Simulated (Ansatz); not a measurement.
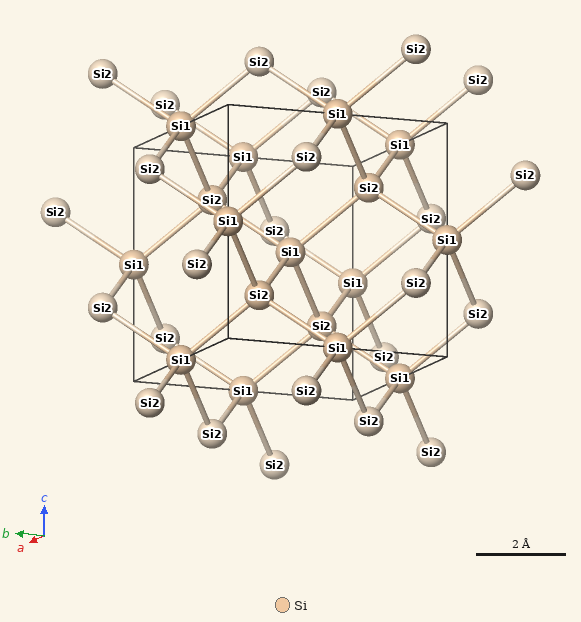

The input geometry of run A (ball-and-stick view of the cell 4 times as large as that of the calculation, set on its symmetry axes, seen at an oblique angle; neighbours outside the cell are drawn fainter; atoms are numbered from 1 in the order of the input). Near neighbours in the crystal (not all of them lie inside the picture): Si has 4 Si at 2.34 Å.

## Si: one change and its effect

System: Si (Fd-3m, 2 atoms in the cell).
Method of run A: Kohn-Sham DFT of a periodic cell, revPBE, Ansatz PAW, no spin polarisation (Ansatz 0.2.0).

The structure derives from a Materials Project entry. Text and figures count atoms from 1; the logs count them from 0 in places.

### Input, run A
```yaml
crystal:
  lattice:
    - [0.0, 2.7035831784, 2.7035831784]
    - [2.7035831784, 0.0, 2.7035831784]
    - [2.7035831784, 2.7035831784, 0.0]
  atoms:
    - { symbol: Si, position: [0.5, 0.5, 0.5] }
    - { symbol: Si, position: [0.75, 0.75, 0.75] }
hamiltonian:
  xc: revpbe
  pseudopotentials: { kind: paw }
kpoints:
  mp_grid: { grid: [8, 8, 8] }
scf:
  occupations: { method: fermi_dirac, width: 0.05 }
output:
  forces: true
  stress: true
  eigenvalues: true
```

Launched with:
```bash
ansatz run input.yaml --threads 2 --pin off --max-ram 5120MiB --backend cpu --events-out ev --progress --plain --runs-dir out
```

Hardware: 2 threads of Arm Neoverse V1, 24 GiB of memory available, shared host.

### Output, shortened to warnings, some set-up lines, iterations and results (run A)
```
Basis set: ecut = 420 eV, 749 PW (Γ), exchange–correlation on 54×54×54 points (8 copies of the dense FFT grid, shifted against one another)
Symmetry: 48 space group operations
k-points: 29 of 512
Initial density: superposition of atomic densities (neutral atoms: chi_scale 0, normalization atom), corrected by the library's trained network
[...]
SCF iter   1: F=—  HF=-1276.037855 eV  |F-HF|=—  |Δ(HF+E_count)|=         —  Δρ=1.17e-3  dr2=3.11e-4  ethr=1.77e-3  ⟨swp⟩=5.8  Hψ=2041  notcnv=0
SCF iter   2: F=—  HF=-1276.038269 eV  |F-HF|=—  |Δ(HF+E_count)|=   4.14e-4  Δρ=5.28e-4  dr2=5.02e-5  ethr=3.89e-6  ⟨swp⟩=2.1  Hψ=590  notcnv=0
SCF iter   3: F=—  HF=-1276.038352 eV  |F-HF|=—  |Δ(HF+E_count)|=   8.31e-5  Δρ=1.20e-4  dr2=2.75e-6  ethr=6.27e-7  ⟨swp⟩=2.2  Hψ=344  notcnv=0
SCF iter   4: F=-1276.038360 eV  HF=-1276.038360 eV  |F-HF|=1.57e-7  |Δ(HF+E_count)|=   8.09e-6  Δρ=1.75e-5  dr2=8.35e-8  ethr=3.43e-8  ⟨swp⟩=2.0  Hψ=351  notcnv=0
SCF iter   5: F=-1276.038360 eV  HF=-1276.038360 eV  |F-HF|=6.73e-10  |Δ(HF+E_count)|=   1.91e-7  Δρ=1.12e-6  dr2=2.63e-10  ethr=1.04e-9  ⟨swp⟩=2.0  Hψ=351  notcnv=0
SCF iter   6: F=-1276.038360 eV  HF=-1276.038360 eV  |F-HF|=7.05e-12  |Δ(HF+E_count)|=  9.09e-10  Δρ=1.81e-7  dr2=6.25e-12  ethr=3.29e-12  ⟨swp⟩=1.1  Hψ=703  notcnv=0
SCF 1 converged in 6 iterations: F = -1276.038360 eV  dr2 = 6.25e-12
SCF converged after 6 iterations
Free energy (F): -1276.038360 eV
Harris-Foulkes:  -1276.038360 eV  (|F-HF|=7.05e-12)
Internal energy: -1276.038336 eV  (E = F + TS)
E sigma→0 (E₀):  -1276.038348 eV
Entropy (-TS):   -0.000025 eV (-0.012 meV/atom)
Fermi energy:    6.724913 eV
--- Per-component energies (eV) ---
  E_band       = 10.679108
  E_kinetic    = 81.283483
  E_local      = -53.224644  (includes V_loc(G=0)·N_el)
  E_nonlocal   = 51.328909
  E_hartree    = 14.759898
  E_xc         = -110.739449
  E_vxc        = -93.639946  (∫ρ·V_xc dr)
  E_paw        = -1029.882161  (= ΣΔE_a)
  E_vpaw       = -4.588507  (= ΣTr[D̂ρ^β])
  E_aug_tail   = 0.000012  (compensation charges beyond the density's cutoff)
  E_ewald      = -229.526453
  E_core_change = -0.037931  (= ΣΔE_core)
  E_smearing   = -0.000025  (= −TS)
  E_closure    = 0.000000  (closes the sum)
  Σ components = -1276.038360   (vs F -1276.038360, Δ=0.00e0)
--- Forces (eV/Å), atoms counted from 1 ---
  atom   1  Si     0.00000000     0.00000000     0.00000000
  atom   2  Si     0.00000000     0.00000000     0.00000000
  max |Σ_I F_I| component: 3.70e-17 eV/Å
--- Stress (GPa, compression-positive) ---
        4.559720      -0.000000      -0.000000
       -0.000000       4.559720      -0.000000
       -0.000000      -0.000000       4.559720
  P = ⅓ Tr σ = 4.5597 GPa (45.597 kbar)
```

The input of run B differs as follows (lines with − go, lines with + come):
```diff
-  xc: revpbe
+  xc: pbe
```

Predict how the results change.

The total energies belong to different methods, so their difference says nothing on which is more stable or more accurate. The gap on the mesh goes from 0.63 to 0.59 eV. The pressure goes from 4.56 to 3.34 GPa. The functional changes from revPBE to PBE. Along LDA, PBEsol, PBE and RPBE the binding weakens and the preferred volume grows, so the same cell is under more pressure with the later ones. The number of SCF iterations is the same.

### Output, shortened to warnings, some set-up lines, iterations and results (run B)
```
Basis set: ecut = 420 eV, 749 PW (Γ), exchange–correlation on 54×54×54 points (8 copies of the dense FFT grid, shifted against one another)
Symmetry: 48 space group operations
k-points: 29 of 512
Initial density: superposition of atomic densities (neutral atoms: chi_scale 0, normalization atom), corrected by the library's trained network
[...]
SCF iter   1: F=—  HF=-1271.601924 eV  |F-HF|=—  |Δ(HF+E_count)|=         —  Δρ=1.02e-3  dr2=2.05e-4  ethr=1.77e-3  ⟨swp⟩=5.9  Hψ=2036  notcnv=0
SCF iter   2: F=—  HF=-1271.602301 eV  |F-HF|=—  |Δ(HF+E_count)|=   3.77e-4  Δρ=4.39e-4  dr2=3.82e-5  ethr=2.56e-6  ⟨swp⟩=2.1  Hψ=591  notcnv=0
SCF iter   3: F=—  HF=-1271.602346 eV  |F-HF|=—  |Δ(HF+E_count)|=   4.55e-5  Δρ=8.86e-5  dr2=2.16e-6  ethr=4.77e-7  ⟨swp⟩=2.7  Hψ=352  notcnv=0
SCF iter   4: F=—  HF=-1271.602347 eV  |F-HF|=—  |Δ(HF+E_count)|=   6.00e-7  Δρ=3.37e-5  dr2=3.39e-7  ethr=2.69e-8  ⟨swp⟩=1.0  Hψ=232  notcnv=0
SCF iter   5: F=-1271.602347 eV  HF=-1271.602347 eV  |F-HF|=8.08e-10  |Δ(HF+E_count)|=   5.36e-8  Δρ=1.84e-6  dr2=5.35e-10  ethr=4.24e-9  ⟨swp⟩=2.0  Hψ=348  notcnv=0
SCF iter   6: F=-1271.602347 eV  HF=-1271.602347 eV  |F-HF|=3.87e-12  |Δ(HF+E_count)|=  7.89e-10  Δρ=3.12e-7  dr2=2.47e-11  ethr=6.68e-12  ⟨swp⟩=1.0  Hψ=694  notcnv=0
SCF 1 converged in 6 iterations: F = -1271.602347 eV  dr2 = 2.47e-11
SCF converged after 6 iterations
Free energy (F): -1271.602347 eV
Harris-Foulkes:  -1271.602347 eV  (|F-HF|=3.87e-12)
Internal energy: -1271.602312 eV  (E = F + TS)
E sigma→0 (E₀):  -1271.602329 eV
Entropy (-TS):   -0.000035 eV (-0.018 meV/atom)
Fermi energy:    6.643844 eV
--- Per-component energies (eV) ---
  E_band       = 10.136025
  E_kinetic    = 81.302355
  E_local      = -54.046098  (includes V_loc(G=0)·N_el)
  E_nonlocal   = 52.197773
  E_hartree    = 14.769548
  E_xc         = -110.631392
  E_vxc        = -93.821049  (∫ρ·V_xc dr)
  E_paw        = -1025.668058  (= ΣΔE_a)
  E_vpaw       = -5.036087  (= ΣTr[D̂ρ^β])
  E_aug_tail   = 0.000012  (compensation charges beyond the density's cutoff)
  E_ewald      = -229.526453
  E_smearing   = -0.000035  (= −TS)
  E_closure    = 0.000000  (closes the sum)
  Σ components = -1271.602347   (vs F -1271.602347, Δ=0.00e0)
--- Forces (eV/Å), atoms counted from 1 ---
  atom   1  Si    -0.00000000     0.00000000     0.00000000
  atom   2  Si     0.00000000    -0.00000000     0.00000000
  max |Σ_I F_I| component: 3.70e-17 eV/Å
--- Stress (GPa, compression-positive) ---
        3.336944       0.000000      -0.000000
        0.000000       3.336944      -0.000000
        0.000000       0.000000       3.336944
  P = ⅓ Tr σ = 3.3369 GPa (33.369 kbar)
```

### The two runs side by side

| quantity | run A | run B |
| --- | --- | --- |
| outcome | converged | converged |
| free energy per atom (eV) | −638.0192 | −635.8012 |
| gap on the mesh (eV) | 0.63 | 0.59 |
| pressure (GPa) | 4.56 | 3.34 |
| largest force (eV/Å) | 0.000 | 0.000 |
| SCF iterations | 6 | 6 |
| irreducible k-points | 29 | 29 |
| plane waves at Γ | 749 | 749 |
| wall time (shared host) | 0.56 s | 0.52 s |

For run A: Points of doubt noted for this run: forces on files of another functional.
